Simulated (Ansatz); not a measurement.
## Geometry relaxation of Zr8O17 (part 3 of 3)

The same run, continued: Zr8O17 (defect cell, 25 atoms in the cell); DFT PBE, scalar-relativistic, plane waves, PAW, no spin polarisation (Ansatz 0.2.0); cutoff 420 eV, 2×2×2 k-mesh, Gaussian smearing of 0.02 eV. The structure derives from a Materials Project entry. It belongs to a series of runs on one base structure; here: O_i, charge +0, atoms relaxed at the host's cell.

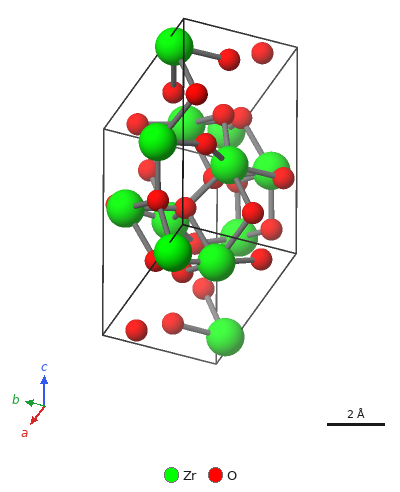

**Figure 1.** The geometry at step 11 of the log (ball-and-stick view of the cell of the calculation, seen at an oblique angle).

Trajectory as extended XYZ (Å, eV, eV/Å), 8 of the 18 frames kept, from step=1 to step=18:
```
25
Lattice="-4.2974 0.0000 -5.2918 5.1896 5.2421 -0.0120 5.1896 -5.2421 -0.0120" Properties=species:S:1:pos:R:3:forces:R:3 step=1 energy=-43152.45728
Zr    3.9458   -0.2296   -1.1226   -1.4073  -0.1481   0.0183
Zr    9.1354   -0.2296   -1.1346   -0.1638   0.9234   0.4344
Zr    4.3919   -2.3915   -3.7745   -0.6661  -0.2944   0.1508
Zr    4.3919    2.8506   -3.7745    0.5916  -0.2607  -0.3633
Zr    1.6898   -2.8506   -1.5412    0.7966  -0.4817  -0.3525
Zr    1.6898    2.3915   -1.5412   -0.4285  -0.3039   0.8929
Zr   -3.0837    0.1721   -4.1871    1.1841   0.8685  -1.1236
Zr    2.1359    0.2296   -4.1931    0.2293  -0.6325   0.2713
O     5.6199    0.8170   -0.8427    0.1628   2.2605   1.1325
O     0.4711    0.9103   -0.7963   -0.0499   0.3655  -0.2467
O     0.9382   -3.5061   -3.4518   -0.9161   1.2756  -0.3363
O     0.9171    1.7108   -3.4482    0.2101   0.2342  -0.0547
O    -1.4701    1.3459   -5.1686    0.1861   0.3998  -0.1254
O     3.7195    1.3459   -5.1805   -0.3771   0.0507   0.0556
O     2.8083   -1.2751   -2.7871   -0.4281   0.0551  -0.1496
O     2.9181    3.9901   -2.6884   -0.7181  -1.1049  -1.0493
O     3.2734   -3.9670   -2.5287    1.5447   1.3265  -0.1212
O     3.2734    1.2751   -2.5287   -0.1328   0.3270  -0.2560
O     2.3622   -1.3459   -0.1352   -0.2304  -0.4486   0.3641
O     7.5518   -1.3459   -0.1472   -0.0902  -0.0678   0.3014
O     5.1139   -1.6579   -1.8209    0.0592  -2.6993  -0.1981
O     5.1646    3.5313   -1.8675    0.2658  -0.3497  -0.0520
O     5.6106   -0.9103   -4.5194   -0.8011  -0.8753  -0.8867
O     0.4211   -0.9103   -4.5074   -0.0259  -0.1293   0.4252
O     6.5273   -0.0701   -2.4163    1.2039  -0.2900   1.2695
25
Lattice="-4.2974 0.0000 -5.2918 5.1896 5.2421 -0.0120 5.1896 -5.2421 -0.0120" Properties=species:S:1:pos:R:3:forces:R:3 step=3 energy=-43154.16054
Zr    3.9261   -0.2601   -1.1391   -0.3471  -0.1144   0.0804
Zr    9.0908   -0.2268   -1.1516    0.0909   0.0489   0.1846
Zr    4.3835   -2.4063   -3.7912   -0.0192  -0.2298   0.0830
Zr    4.4119    2.8327   -3.8141    0.6683  -0.1874   0.1971
Zr    1.7526   -2.8558   -1.6007   -0.1990  -0.0072  -0.1899
Zr    1.6481    2.3554   -1.4924   -0.2830   0.0653  -0.0138
Zr   -3.0792    0.2091   -4.1730   -0.1673   0.3506  -0.6563
Zr    2.1283    0.2305   -4.1821    0.0159  -0.0293   0.2188
O     5.5550    1.0051   -0.7959    0.3791  -0.1443  -0.4579
O     0.4359    0.9001   -0.7870    0.1877  -0.1242   0.0730
O     0.9638   -3.4163   -3.5235   -0.0815   0.2517  -0.4791
O     0.9543    1.7499   -3.4617    0.1164  -0.0405  -0.0911
O    -1.4691    1.3385   -5.1908   -0.1725  -0.2259  -0.1098
O     3.6871    1.3339   -5.2048    0.0922  -0.1186  -0.0797
O     2.7734   -1.2619   -2.7995    0.0019   0.1717   0.2341
O     2.8323    3.9201   -2.7562   -0.6437   0.6860   0.1274
O     3.4503   -3.8742   -2.5691   -0.1075  -0.2369  -0.1722
O     3.2655    1.2823   -2.5425    0.0966  -0.1361  -0.0153
O     2.3441   -1.3716   -0.1216    0.0928   0.0978  -0.1011
O     7.5236   -1.3768   -0.0999    0.0505  -0.0757  -0.0022
O     5.0189   -1.8638   -1.7703   -0.0329   0.1953  -0.0040
O     5.1725    3.5261   -1.8991   -0.2390   0.1220  -0.0371
O     5.6053   -0.9398   -4.5740    0.1537   0.2898   0.1574
O     0.3928   -0.8702   -4.4926   -0.0217   0.1927  -0.2122
O     6.7495   -0.0799   -2.1713    0.3690  -0.8021   1.2666
25
Lattice="-4.2974 0.0000 -5.2918 5.1896 5.2421 -0.0120 5.1896 -5.2421 -0.0120" Properties=species:S:1:pos:R:3:forces:R:3 step=6 energy=-43154.55682
Zr    3.8837   -0.2319   -1.1363    0.0298   0.0958   0.0252
Zr    9.0677   -0.2219   -1.1190    0.0173   0.0303   0.0564
Zr    4.3692   -2.4381   -3.7785    0.0880   0.0932   0.0594
Zr    4.4643    2.8442   -3.8021   -0.0041   0.0281   0.0102
Zr    1.7485   -2.8466   -1.6085   -0.1605  -0.0035   0.1589
Zr    1.6085    2.3866   -1.5052   -0.0874  -0.0435   0.0190
Zr   -3.0916    0.2215   -4.1956   -0.0374   0.0870  -0.0750
Zr    2.1458    0.2400   -4.1814   -0.0448   0.0258  -0.0730
O     5.6409    0.9235   -0.8928   -0.0800   0.0302   0.1577
O     0.4573    0.8646   -0.8204   -0.0347  -0.0199  -0.1225
O     1.0056   -3.3702   -3.5883   -0.0137   0.0370  -0.0210
O     0.9699    1.7701   -3.4895   -0.0419   0.1215  -0.0231
O    -1.4977    1.3174   -5.2239    0.1000  -0.0324  -0.0064
O     3.7150    1.3369   -5.2150    0.0492  -0.0114   0.0180
O     2.7535   -1.2332   -2.7610   -0.0564   0.0362  -0.0817
O     2.7651    3.9809   -2.7585    0.2203  -0.2972  -0.0700
O     3.4110   -3.9083   -2.6127    0.0458   0.0997  -0.0369
O     3.2845    1.2988   -2.5580   -0.0621   0.1001  -0.0276
O     2.3397   -1.3734   -0.1159   -0.0532  -0.0926   0.0264
O     7.5393   -1.4266   -0.0358    0.0317  -0.0087  -0.0746
O     4.9730   -1.8712   -1.7636    0.0901  -0.0787  -0.0234
O     5.1376    3.5187   -1.8952    0.0091  -0.1417   0.0367
O     5.5771   -0.8787   -4.5112   -0.0044   0.0442   0.0292
O     0.3807   -0.8110   -4.5038   -0.0090  -0.0263   0.0936
O     6.8686   -0.2115   -2.0315    0.0091  -0.0740  -0.0564
25
Lattice="-4.2974 0.0000 -5.2918 5.1896 5.2421 -0.0120 5.1896 -5.2421 -0.0120" Properties=species:S:1:pos:R:3:forces:R:3 step=8 energy=-43154.62454
Zr    3.8637   -0.1618   -1.1180    0.3321  -0.1976  -0.1191
Zr    9.0810   -0.2250   -1.1189    0.1851   0.0290   0.1360
Zr    4.3484   -2.4006   -3.7583    0.0811   0.0479   0.0674
Zr    4.5127    2.8092   -3.7944   -0.1500  -0.0040  -0.1580
Zr    1.7568   -2.8277   -1.5676   -0.3827  -0.1086   0.0295
Zr    1.5758    2.4428   -1.5075   -0.1052  -0.2383  -0.0718
Zr   -3.0550    0.2064   -4.2218   -0.1888   0.1203  -0.2374
Zr    2.1165    0.2673   -4.1883   -0.0704   0.1127  -0.0674
O     5.6532    0.8768   -0.8952   -0.1018   0.2906   0.2424
O     0.4820    0.8335   -0.8681    0.0953   0.0556   0.0981
O     1.0419   -3.3697   -3.5911    0.1199  -0.1538  -0.0812
O     0.9634    1.8517   -3.5079    0.0267   0.0118   0.0870
O    -1.4742    1.3477   -5.2402   -0.2190   0.0313   0.1409
O     3.7209    1.3320   -5.2371    0.1077   0.0610   0.0570
O     2.7150   -1.2000   -2.7416    0.1015  -0.0394  -0.0502
O     2.8180    3.9186   -2.7580    0.0012   0.2498   0.0291
O     3.3909   -3.9094   -2.6238   -0.1751  -0.3094   0.1129
O     3.2769    1.3250   -2.5802   -0.0347  -0.0919  -0.0028
O     2.3173   -1.3763   -0.0864    0.0992   0.0643  -0.0860
O     7.5338   -1.3976   -0.0220   -0.0485  -0.0331  -0.0774
O     4.9141   -1.8978   -1.7164   -0.0528   0.1757   0.0441
O     5.1201    3.4497   -1.8603    0.0881   0.0817   0.0836
O     5.5634   -0.8310   -4.4960   -0.0228  -0.0019  -0.0508
O     0.3462   -0.7745   -4.4545   -0.0404  -0.0264   0.0747
O     6.9343   -0.4087   -2.1502    0.3568  -0.1291  -0.2022
25
Lattice="-4.2974 0.0000 -5.2918 5.1896 5.2421 -0.0120 5.1896 -5.2421 -0.0120" Properties=species:S:1:pos:R:3:forces:R:3 step=11 energy=-43154.73412
Zr    3.8962   -0.1773   -1.1179   -0.0508   0.0403  -0.0021
Zr    9.1036   -0.2074   -1.0970   -0.0125  -0.1617  -0.1700
Zr    4.3213   -2.3957   -3.7454    0.0580  -0.0042  -0.0024
Zr    4.5007    2.8054   -3.8320    0.0245   0.0567   0.1155
Zr    1.7106   -2.8334   -1.5676   -0.0944   0.0496   0.0016
Zr    1.5981    2.4422   -1.5058   -0.0002   0.0481  -0.1237
Zr   -3.0620    0.2109   -4.2539    0.0811   0.0066   0.0534
Zr    2.1060    0.2856   -4.1824   -0.0117  -0.0058   0.0554
O     5.6230    0.9362   -0.8219    0.0259   0.0521  -0.0039
O     0.4812    0.8608   -0.8536   -0.0410   0.0171  -0.0018
O     1.0156   -3.4141   -3.5845   -0.0840   0.0697   0.0287
O     0.9643    1.8760   -3.4688   -0.0301  -0.0205   0.0303
O    -1.4981    1.3670   -5.2158    0.0275  -0.0141   0.0110
O     3.7250    1.3393   -5.2250    0.0051   0.0162   0.0105
O     2.7362   -1.2111   -2.7673   -0.0316  -0.0045  -0.0039
O     2.9355    3.9577   -2.7446    0.0829   0.0787   0.1041
O     3.3360   -3.9320   -2.6014   -0.0258   0.0098   0.0553
O     3.2751    1.3133   -2.5660    0.0157  -0.0380  -0.0302
O     2.3266   -1.3597   -0.1061    0.0150  -0.0630  -0.0834
O     7.5271   -1.3819   -0.0449   -0.0007   0.0969   0.0476
O     4.9045   -1.8768   -1.6880   -0.0212  -0.0787  -0.0054
O     5.1452    3.4808   -1.8755    0.0819  -0.0395  -0.0060
O     5.5650   -0.8575   -4.5234   -0.0631  -0.0494  -0.0294
O     0.3460   -0.7757   -4.4368    0.0221  -0.0137  -0.0248
O     6.9343   -0.5724   -2.2782    0.0276  -0.0487  -0.0266
25
Lattice="-4.2974 0.0000 -5.2918 5.1896 5.2421 -0.0120 5.1896 -5.2421 -0.0120" Properties=species:S:1:pos:R:3:forces:R:3 step=13 energy=-43154.75207
Zr    3.9073   -0.1728   -1.1242   -0.0601   0.0693   0.1583
Zr    9.1243   -0.1954   -1.0832    0.0747   0.2052   0.2556
Zr    4.3022   -2.3916   -3.7459    0.0624   0.0099  -0.0162
Zr    4.5109    2.8143   -3.8418   -0.0220   0.0004  -0.0843
Zr    1.6928   -2.8194   -1.5594    0.1299  -0.0936   0.0277
Zr    1.6056    2.4501   -1.5161    0.0232  -0.0901   0.1200
Zr   -3.0618    0.2096   -4.2604   -0.0403   0.1002   0.1584
Zr    2.1063    0.2986   -4.1768    0.0596  -0.0509  -0.0677
O     5.6186    0.9664   -0.8033    0.0022  -0.0606  -0.0484
O     0.4684    0.8957   -0.8214    0.0302  -0.0323  -0.0126
O     0.9834   -3.4503   -3.5530    0.0817  -0.0613  -0.0177
O     0.9490    1.8694   -3.4368   -0.0815  -0.0898  -0.1129
O    -1.5001    1.3857   -5.2005    0.0565  -0.0600  -0.0128
O     3.7253    1.3545   -5.2095   -0.0168  -0.0119  -0.0287
O     2.7383   -1.2123   -2.7833    0.0042   0.0332   0.0582
O     3.0707    4.0071   -2.7033   -0.5570  -0.0188   0.0195
O     3.2780   -3.9423   -2.5774   -0.0279   0.0325  -0.0246
O     3.2770    1.3103   -2.5603   -0.0424   0.0779   0.0141
O     2.3300   -1.3409   -0.1128   -0.0515   0.0239   0.0795
O     7.5139   -1.3412   -0.0580   -0.0048  -0.0282  -0.0289
O     4.8772   -1.8869   -1.6700    0.1256   0.0836  -0.1043
O     5.1898    3.5213   -1.8915   -0.1092   0.0403  -0.0065
O     5.5656   -0.9001   -4.5577   -0.0095   0.0565   0.0121
O     0.3610   -0.7749   -4.4479   -0.0379  -0.0457  -0.0445
O     6.8833   -0.7743   -2.4093    0.4105  -0.0898  -0.2933
25
Lattice="-4.2974 0.0000 -5.2918 5.1896 5.2421 -0.0120 5.1896 -5.2421 -0.0120" Properties=species:S:1:pos:R:3:forces:R:3 step=16 energy=-43154.78853
Zr    3.9064   -0.1722   -1.1154   -0.0089  -0.0185  -0.0006
Zr    9.1387   -0.1646   -1.0583   -0.0147  -0.0421  -0.0147
Zr    4.3196   -2.3776   -3.7438   -0.0148  -0.0160  -0.0093
Zr    4.4947    2.8212   -3.8356    0.0125   0.0041   0.0063
Zr    1.6883   -2.8132   -1.5508   -0.0185   0.0105   0.0041
Zr    1.6236    2.4398   -1.5195    0.0148  -0.0004  -0.0138
Zr   -3.0556    0.2436   -4.2417   -0.0097  -0.0465   0.0628
Zr    2.1083    0.2801   -4.1876   -0.0101   0.0242   0.0076
O     5.6315    0.9444   -0.8230   -0.0039   0.0026  -0.0102
O     0.4835    0.9068   -0.8095    0.0026   0.0172  -0.0063
O     0.9758   -3.4483   -3.5377    0.0053   0.0050  -0.0123
O     0.9165    1.8216   -3.4509    0.0136   0.0003  -0.0028
O    -1.4779    1.3824   -5.1911    0.0060   0.0104   0.0035
O     3.7198    1.3627   -5.2055    0.0017   0.0024   0.0056
O     2.7380   -1.2055   -2.7707    0.0004   0.0021   0.0002
O     3.0954    4.0112   -2.6726    0.0339  -0.0154   0.0144
O     3.2576   -3.9359   -2.5636    0.0013   0.0068  -0.0149
O     3.2591    1.3217   -2.5585    0.0017  -0.0114   0.0115
O     2.3150   -1.3369   -0.0868   -0.0176   0.0120   0.0040
O     7.5016   -1.3367   -0.0781    0.0033  -0.0187   0.0020
O     4.9000   -1.8680   -1.7016   -0.0276   0.0141  -0.0008
O     5.1844    3.5345   -1.8802    0.0295   0.0072   0.0182
O     5.5348   -0.8577   -4.5400   -0.0060   0.0101  -0.0210
O     0.3725   -0.8057   -4.4713   -0.0183   0.0078  -0.0060
O     6.8855   -0.8674   -2.5097    0.0226   0.0329  -0.0277
25
Lattice="-4.2974 0.0000 -5.2918 5.1896 5.2421 -0.0120 5.1896 -5.2421 -0.0120" Properties=species:S:1:pos:R:3:forces:R:3 step=18 energy=-43154.78939
Zr    3.9048   -0.1736   -1.1162   -0.0043  -0.0002  -0.0026
Zr    9.1382   -0.1657   -1.0567    0.0042  -0.0020   0.0005
Zr    4.3164   -2.3792   -3.7439   -0.0039   0.0032  -0.0096
Zr    4.4977    2.8210   -3.8353    0.0015   0.0019  -0.0043
Zr    1.6882   -2.8132   -1.5500    0.0032   0.0003  -0.0033
Zr    1.6242    2.4398   -1.5203   -0.0038  -0.0007  -0.0044
Zr   -3.0553    0.2416   -4.2417    0.0026  -0.0022   0.0057
Zr    2.1068    0.2822   -4.1876   -0.0037  -0.0006   0.0021
O     5.6320    0.9425   -0.8261   -0.0022  -0.0031  -0.0004
O     0.4828    0.9086   -0.8102    0.0000  -0.0022   0.0022
O     0.9792   -3.4456   -3.5401   -0.0012   0.0020   0.0014
O     0.9186    1.8254   -3.4538    0.0024   0.0004   0.0020
O    -1.4776    1.3830   -5.1919    0.0001   0.0009  -0.0001
O     3.7199    1.3640   -5.2050   -0.0026  -0.0010   0.0017
O     2.7354   -1.2060   -2.7711    0.0035   0.0026   0.0002
O     3.1004    4.0039   -2.6656    0.0002  -0.0010   0.0030
O     3.2590   -3.9379   -2.5653   -0.0018  -0.0009  -0.0026
O     3.2593    1.3191   -2.5583    0.0014  -0.0009   0.0020
O     2.3114   -1.3361   -0.0848    0.0011   0.0021   0.0038
O     7.4992   -1.3379   -0.0780    0.0001  -0.0013   0.0023
O     4.8975   -1.8677   -1.7025    0.0091   0.0015   0.0013
O     5.1890    3.5360   -1.8772   -0.0012  -0.0006  -0.0009
O     5.5312   -0.8543   -4.5379   -0.0029   0.0014  -0.0023
O     0.3679   -0.8016   -4.4703    0.0009  -0.0002  -0.0001
O     6.8910   -0.8679   -2.5140   -0.0032   0.0004   0.0025
```
